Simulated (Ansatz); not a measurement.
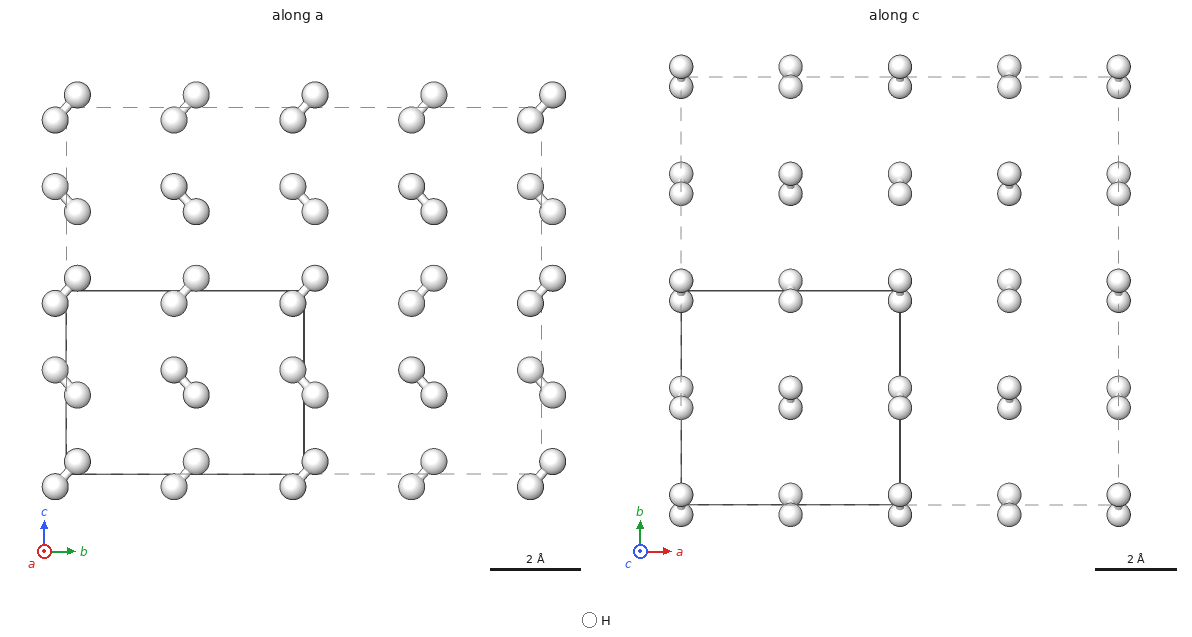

An orthographic ball-and-stick view of the structure, along the a axis and along the c axis. The solid box is one conventional unit cell, and 2×2×2 cells are shown.

H, space group Cmce (No. 64), a = 5.40 Å, b = 5.29 Å, c = 4.08 Å, α = 90.00°, β = 90.00°, γ = 90.00°.

Computational set-up: DFT PBEsol, scalar-relativistic, plane waves, PAW (Ansatz), E_cut = 420 eV, k-points about 0.28 Å⁻¹ apart, Gaussian smearing of 0.05 eV, no spin polarisation.

### How large a gap does the method give, if there is one?

An insulator at this level, with a gap of 9.19 eV on the k-mesh (the true edges may lie between mesh points, so the gap can be somewhat smaller).

### State the hydrostatic pressure.

The computed pressure is 0.6 GPa (compressed: it would expand).

The model was built from a structure listed in the Materials Project. The cell was then strained or its atoms displaced on purpose. Ansatz was used for an electronic-structure calculation on it.
